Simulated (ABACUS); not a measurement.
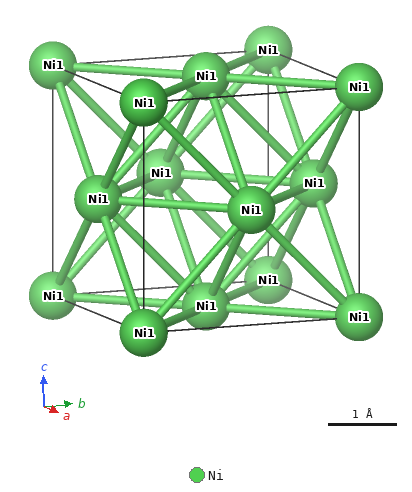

Figure 1. The input geometry (ball-and-stick view of the cell 4 times as large as that of the calculation, set on its symmetry axes, seen slightly off an axis; atoms are numbered from 1 in the order of the input). Near neighbours in the crystal (not all of them lie inside the picture): Ni has 12 Ni at 2.46 Å.

Run report: Ni, geometry relaxation (part 1 of 2)

- system: Ni (1 atom in the cell)
- method: Kohn-Sham DFT of a periodic cell, rPW86PBE, SG15 ONCV 1.2 PBE, spin-polarised (ABACUS 3.10.1)

The structure derives from a Materials Project entry.

## The input
```python
"""Relaxation by an ASE optimiser with ABACUS as a small file-based calculator."""
import re
import subprocess
import numpy as np
from ase.calculators.calculator import Calculator, all_changes
from ase.filters import FrechetCellFilter
from ase.io import read
from ase.optimize import BFGS
from ase.stress import full_3x3_to_voigt_6_stress
from ase.units import Bohr, GPa

atoms = read("Ni.cif")
atoms = atoms[(-atoms.numbers).argsort(kind="stable")]  # ABACUS lists atoms element by element
pseudo = {'Ni': 'Ni_ONCV_PBE-1.2.upf'}
orbital = {}
magmoms = [1.0]
kmesh = [10, 10, 10]
params = {
    'suffix': 'Ni',
    'calculation': 'scf',
    'basis_type': 'pw',
    'pseudo_dir': './',
    'symmetry': 1,
    'dft_functional': 'GGA_X_RPW86+GGA_C_PBE',
    'ecutwfc': 98,
    'pseudo_rcut': 10,
    'nspin': 2,
    'nbands': 14,
    'ks_solver': 'dav',
    'smearing_method': 'fd',
    'smearing_sigma': 0.00367493,
    'scf_thr': 1e-08,
    'scf_nmax': 100,
    'mixing_type': 'broyden',
    'mixing_beta': 0.4,
    'cal_force': 1,
    'cal_stress': 1,
    'kpar': 4,
}


def write_input(atoms):
    symbols = atoms.get_chemical_symbols()
    elements = list(dict.fromkeys(symbols))
    lines = ["ATOMIC_SPECIES"] + [f"{e} {atoms.get_masses()[symbols.index(e)]:.4f} {pseudo[e]}" for e in elements]
    if orbital:
        lines += ["", "NUMERICAL_ORBITAL"] + [orbital[e] for e in elements]
    lines += ["", "LATTICE_CONSTANT", f"{1 / Bohr:.10f}", "", "LATTICE_VECTORS"]
    lines += [" ".join(f"{x:.10f}" for x in v) for v in atoms.cell]
    lines += ["", "ATOMIC_POSITIONS", "Direct"]
    for e in elements:
        lines += ["", e, "0.0", str(symbols.count(e))]
        for i, p in enumerate(atoms.get_scaled_positions(wrap=False)):
            if symbols[i] == e:
                mag = "" if magmoms is None else " mag " + " ".join(str(x) for x in (magmoms[i] if isinstance(magmoms[i], list) else [magmoms[i]]))
                lines.append(" ".join(f"{x:.10f}" for x in p) + " 1 1 1" + mag)
    open("STRU", "w").write("\n".join(lines) + "\n")
    open("KPT", "w").write("K_POINTS\n0\nGamma\n%d %d %d 0 0 0\n" % tuple(kmesh))
    open("INPUT", "w").write("INPUT_PARAMETERS\n" + "".join(f"{k:<20s}{v}\n" for k, v in params.items()))


class Abacus(Calculator):
    implemented_properties = ["energy", "free_energy", "forces", "stress"]

    def calculate(self, atoms=None, properties=("energy",), system_changes=all_changes):
        super().calculate(atoms, properties, system_changes)
        write_input(self.atoms)
        subprocess.run(['mpirun', '-np', '4', 'abacus'], check=True)
        log = open("OUT.Ni/running_scf.log").read()
        if "charge density convergence is achieved" not in log:
            raise RuntimeError("SCF not converged")
        rows = lambda title, n: np.array([l.split()[-3:] for l in log.split(title)[-1].split("\n")[2:2 + n]], float)
        energy = float(re.findall(r"FINAL_ETOT_IS (\S+)", log)[-1])
        stress = -rows("TOTAL-STRESS", 3) / 10 * GPa  # ABACUS prints kbar, compression positive
        self.results = dict(energy=energy, free_energy=energy, forces=rows("TOTAL-FORCE", len(self.atoms)), stress=full_3x3_to_voigt_6_stress(stress))


atoms.calc = Abacus()
opt = BFGS(FrechetCellFilter(atoms), logfile="opt.log", trajectory="relax.traj")
print("optimiser converged:", opt.run(fmax=0.01, steps=60))
```

## File Ni.cif
```
data_Ni
_cell_length_a 2.45729921
_cell_length_b 2.45729921
_cell_length_c 2.45729921
_cell_angle_alpha 60.00000000
_cell_angle_beta 60.00000000
_cell_angle_gamma 60.00000000
_space_group_name_H-M_alt 'P1'
_space_group_name_Hall 'P 1'
_space_group_IT_number 1
loop_
_space_group_symop_operation_xyz
'x,y,z'
loop_
_atom_site_label
_atom_site_type_symbol
_atom_site_symmetry_multiplicity
_atom_site_Wyckoff_symbol
_atom_site_fract_x
_atom_site_fract_y
_atom_site_fract_z
_atom_site_occupancy
Ni1 Ni 1 a 0.0000000000 0.0000000000 0.0000000000 1
```

## File INPUT
```
INPUT_PARAMETERS
suffix              Ni
calculation         scf
basis_type          pw
pseudo_dir          ./
symmetry            1
dft_functional      GGA_X_RPW86+GGA_C_PBE
ecutwfc             98
pseudo_rcut         10
nspin               2
nbands              14
ks_solver           dav
smearing_method     fd
smearing_sigma      0.00367493
scf_thr             1e-08
scf_nmax            100
mixing_type         broyden
mixing_beta         0.4
cal_force           1
cal_stress          1
kpar                4
```

## File STRU
```
ATOMIC_SPECIES
Ni 58.6934 Ni_ONCV_PBE-1.2.upf

LATTICE_CONSTANT
1.8897261258

LATTICE_VECTORS
2.5168883402 -0.0000000000 0.0000000000
1.2584441701 2.1796892411 -0.0000000000
1.2584441701 0.7265630804 2.0550307244

ATOMIC_POSITIONS
Direct

Ni
0.0
1
0.0000000000 0.0000000000 0.0000000000 1 1 1 mag 1.0
```

## File KPT
```
K_POINTS
0
Gamma
10 10 10 0 0 0
```

Run as:
```bash
OMP_NUM_THREADS=1 python run_abacus.py > log
```

## Log
```
ABACUS v3.10.1

               Atomic-orbital Based Ab-initio Computation at UStc

 ------------------------------------------------------------------------------------

 READING GENERAL INFORMATION
                           global_out_dir = OUT.Ni/
                           global_in_card = INPUT
                               pseudo_dir = ./
                              orbital_dir =
                                    DSIZE = 4
                                    GSIZE = 1

 READING UNITCELL INFORMATION
                                    ntype = 1
                  lattice constant (Bohr) = 1.88973
              lattice constant (Angstrom) = 1

 READING ATOM TYPE 1
                               atom label = Ni
                      L=0, number of zeta = 1
                      L=1, number of zeta = 1
                      L=2, number of zeta = 1
             number of atom for this type = 1
               magnetization of element 1 = 1

                        TOTAL ATOM NUMBER = 1
DIRECT COORDINATES
    atom                   x                   y                   z     mag                  vx                  vy                  vz
taud_Ni1            0.0000000000        0.0000000000        0.0000000000  1.0000        0.0000000000        0.0000000000        0.0000000000

                          Volume (Bohr^3) = 76.0805
                             Volume (A^3) = 11.274

 Lattice vectors: (Cartesian coordinate: in unit of a_0)
             +2.51689                  -0                  +0
             +1.25844            +2.17969                  -0
             +1.25844           +0.726563            +2.05503
 Reciprocal vectors: (Cartesian coordinate: in unit of 2 pi/a_0)
            +0.397316            -0.22939           -0.162204
                   +0           +0.458781           -0.162204
                   +0                  +0           +0.486611
 The esolver type has been set to : ksdft_pw

                PAO radial cut off (Bohr) = 10

 Read in pseudopotential file is Ni_ONCV_PBE-1.2.upf
                     pseudopotential type = NC
          exchange-correlation functional = PBE
                 nonlocal core correction = 0
                        valence electrons = 18
                                     lmax = 2
                           number of zeta = 0
                     number of projectors = 6
                           L of projector = 0
                           L of projector = 0
                           L of projector = 1
                           L of projector = 1
                           L of projector = 2
                           L of projector = 2
 XC functional updated to : GGA_X_RPW86+GGA_C_PBE
          exchange-correlation functional = GGA_X_RPW86+GGA_C_PBE
     initial pseudo atomic orbital number = 0
 The readin total magnetization is 1

 SETUP THE ELECTRONS NUMBER
            electron number of element Ni = 18
      total electron number of element Ni = 18
            AUTOSET number of electrons:  = 18
                           occupied bands = 9
                                   NBANDS = 14
                                   NLOCAL = 9

%%%%%%%%%%%%%%%%%%%%%%%%%%%%%%%%%%%%%%%%%%%%%%%%%%%%%%%%%%%%%%%%%%%%%%%%%%%%%%%%%%%%%%%%%%%%%%%%%%%%%%%%%%
 Warning: the number of valence electrons in pseudopotential > 10 for Ni: [Ar] 3d8 4s2
 Pseudopotentials with additional electrons can yield (more) accurate outcomes, but may be less efficient.
 If you're confident that your chosen pseudopotential is appropriate, you can safely ignore this warning.
%%%%%%%%%%%%%%%%%%%%%%%%%%%%%%%%%%%%%%%%%%%%%%%%%%%%%%%%%%%%%%%%%%%%%%%%%%%%%%%%%%%%%%%%%%%%%%%%%%%%%%%%%%

 SETUP THE PLANE WAVE BASIS
 energy cutoff for charge/potential (unit:Ry) = 392
            fft grid for charge/potential = [ 30, 30, 30 ]
                        fft grid division = [ 1, 1, 1 ]
        big fft grid for charge/potential = [ 30, 30, 30 ]
                                     nbxx = 27000
                                     nrxx = 27000

 SETUP PLANE WAVES FOR CHARGE/POTENTIAL
                    number of plane waves = 9841
                         number of sticks = 595

 PARALLEL PW FOR CHARGE/POTENTIAL
     PROC   COLUMNS(POT)             PW
        1            595           9841
 --------------- sum -------------------
        1            595           9841
                            number of |g| = 151
                                  max |g| = 34.966
                                  min |g| = 0

----------- Double Check Mixing Parameters Begin ------------
mixing_type: broyden
mixing_beta: 0.4
mixing_gg0: 1
mixing_gg0_min: 0.1
mixing_beta_mag: 1.6
mixing_gg0_mag: 0
mixing_ndim: 8
----------- Double Check Mixing Parameters End ------------

 LATTICE VECTORS: (CARTESIAN COORDINATE: IN UNIT OF A0)
             +2.51689                  -0                  +0
             +1.25844            +2.17969                  -0
             +1.25844           +0.726563            +2.05503
                       right hand lattice = 1
                                   NORM_A = 2.51689
                                   NORM_B = 2.51689
                                   NORM_C = 2.51689
                           ALPHA (DEGREE) = 60
                           BETA  (DEGREE) = 60
                           GAMMA (DEGREE) = 60

 The lattice vectors have been changed (STRU_SIMPLE.cif)

(for optimal symmetric configuration:)
                             BRAVAIS TYPE = 3
                     BRAVAIS LATTICE NAME = 03. Cubic F (face-centered)
                                    ibrav = 3
                                    IBRAV = 3
                                  BRAVAIS = FACE CENTERED CUBIC
                       LATTICE CONSTANT A = 3.55942
Original cell was already a primitive cell.
                        ROTATION MATRICES = 48
              PURE POINT GROUP OPERATIONS = 48
                   SPACE GROUP OPERATIONS = 48
                              POINT GROUP = O_h
               POINT GROUP IN SPACE GROUP = O_h

 SETUP K-POINTS
                                    nspin = 2
                   Input type of k points = Monkhorst-Pack(Gamma)
                                   nkstot = 1000
                       right hand lattice = 1
(for reciprocal lattice: )
                             BRAVAIS TYPE = 2
                     BRAVAIS LATTICE NAME = 02. Cubic I (body-centered)
                                    ibrav = 2
                       right hand lattice = 1
(for k-lattice: )
                             BRAVAIS TYPE = 2
                     BRAVAIS LATTICE NAME = 02. Cubic I (body-centered)
                                    ibrav = 2
                       right hand lattice = 1
                        ROTATION MATRICES = 48
                               nkstot_ibz = 47
K-POINTS REDUCTION ACCORDING TO SYMMETRY
     IBZ    DIRECT_X    DIRECT_Y    DIRECT_Z  WEIGHT  ibz2bz
       1  0.00000000  0.00000000  0.00000000  0.0010       0
       2  0.10000000  0.10000000  0.10000000  0.0080       1
       3  0.20000000  0.20000000  0.20000000  0.0080       2
       4  0.30000000  0.30000000  0.30000000  0.0080       3
       5  0.40000000  0.40000000  0.40000000  0.0080       4
       6  0.50000000  0.50000000  0.50000000  0.0040       5
       7  0.10000000  0.10000000  0.00000000  0.0060      11
       8  0.20000000  0.20000000  0.10000000  0.0240      12
       9  0.30000000  0.30000000  0.20000000  0.0240      13
      10  0.40000000  0.40000000  0.30000000  0.0240      14
      11  0.50000000  0.50000000  0.40000000  0.0240      15
      12  0.50000000  0.40000000  0.40000000  0.0240      16
      13  0.40000000  0.30000000  0.30000000  0.0240      17
      14  0.30000000  0.20000000  0.20000000  0.0240      18
      15  0.10000000  0.10000000  0.20000000  0.0120      19
      16  0.20000000  0.20000000  0.00000000  0.0060      22
      17  0.30000000  0.30000000  0.10000000  0.0240      23
      18  0.40000000  0.40000000  0.20000000  0.0240      24
      19  0.50000000  0.50000000  0.30000000  0.0240      25
      20 -0.40000000  0.40000000  0.40000000  0.0240      26
      21  0.50000000  0.30000000  0.30000000  0.0240      27
      22  0.40000000  0.20000000  0.20000000  0.0120      28
      23  0.30000000  0.30000000  0.00000000  0.0060      33
      24  0.40000000  0.40000000  0.10000000  0.0240      34
      25  0.50000000  0.50000000  0.20000000  0.0240      35
      26 -0.30000000  0.40000000  0.40000000  0.0240      36
      27 -0.40000000  0.30000000  0.30000000  0.0120      37
      28  0.40000000  0.40000000  0.00000000  0.0060      44
      29  0.50000000  0.50000000  0.10000000  0.0240      45
      30 -0.20000000  0.40000000  0.40000000  0.0120      46
[... 17 further k points ...]

                               nkstot now = 47
[... K-POINTS DIRECT COORDINATES: 47 rows ...]

           k-point number in this process = 12
       minimum distributed K point number = 11
[... stars of the k points ...]
                             nks(nspin=2) = 24
                          nkstot(nspin=2) = 94

[... K-POINTS CARTESIAN COORDINATES: 24 rows ...]

[... K-POINTS DIRECT COORDINATES: 24 rows ...]

 SETUP PLANE WAVES FOR WAVE FUNCTIONS
     energy cutoff for wavefunc (unit:Ry) = 98
              fft grid for wave functions = [ 30, 30, 30 ]
                    number of plane waves = 1591
                         number of sticks = 187

 PARALLEL PW FOR WAVE FUNCTIONS
     PROC   COLUMNS(POT)             PW
        1            187           1591
 --------------- sum -------------------
        1            187           1591

 SETUP NONLOCAL PSEUDOPOTENTIALS IN PLANE WAVE BASIS
 Ni non-local projectors:
 projector 1 L=0
 projector 2 L=0
 projector 3 L=1
 projector 4 L=1
 projector 5 L=2
 projector 6 L=2
      TOTAL NUMBER OF NONLOCAL PROJECTORS = 18

 Init Non-Local PseudoPotential table :
 Init Non-Local-Pseudopotential done.

                                     npwx = 1264

 -------------------------------------------
 SELF-CONSISTENT
 -------------------------------------------
                                 init_chg = atomic

 PW ALGORITHM --------------- ION=   1  ELEC=   1--------------------------------
 Notice: Threshold on eigenvalues was too large.
 hsover_error=0.18 > DRHO=0.00971298
 Origin diag ethr = 0.01
 New diag ethr = 5.3961e-05
          total magnetism (Bohr mag/cell) = 0.700565
       absolute magnetism (Bohr mag/cell) = 0.727064
                        nelec for spin up = 9.35028
                      nelec for spin down = 8.64972

 Density error is 0.00930148791282
                          Error Threshold = 5.39610049512e-05
----------------------------------------------------------
     Energy           Rydberg                 eV
----------------------------------------------------------
 E_KohnSham     -308.5854239375      -4198.5200852961
 E_Harris       -307.8946869022      -4189.1221257959
 E_Fermi        1.3894200468         18.9040295514
----------------------------------------------------------
```
